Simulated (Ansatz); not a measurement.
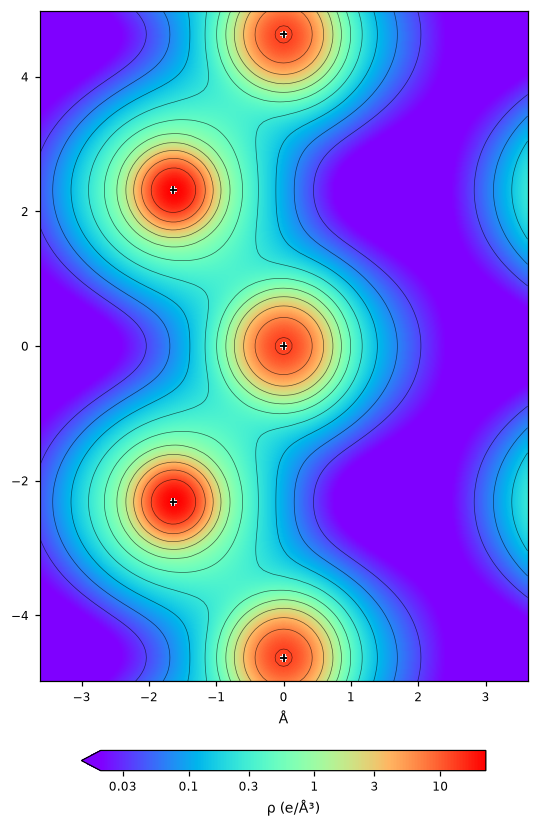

The valence pseudo-density on a plane through atoms (crosses mark nuclei in the plane).

All numbers below come from Ansatz, DFT PBE+D3(BJ), scalar-relativistic, plane waves, PAW.

Candidates:
A. InSb, a = 6.55 Å, b = 6.55 Å, c = 6.55 Å, α = 90.00°, β = 90.00°, γ = 90.00°. Space group F-43m.
B. InAs, a = 6.11 Å, b = 6.11 Å, c = 6.11 Å, α = 90.00°, β = 90.00°, γ = 90.00°. Space group F-43m.

Question: Which system is this?

Answer: Candidate A: InSb on the (110) plane of the conventional cell, which holds In and Sb. In–Sb (2.83 Å): ρ at the midpoint is about 0.35 e/Å³.
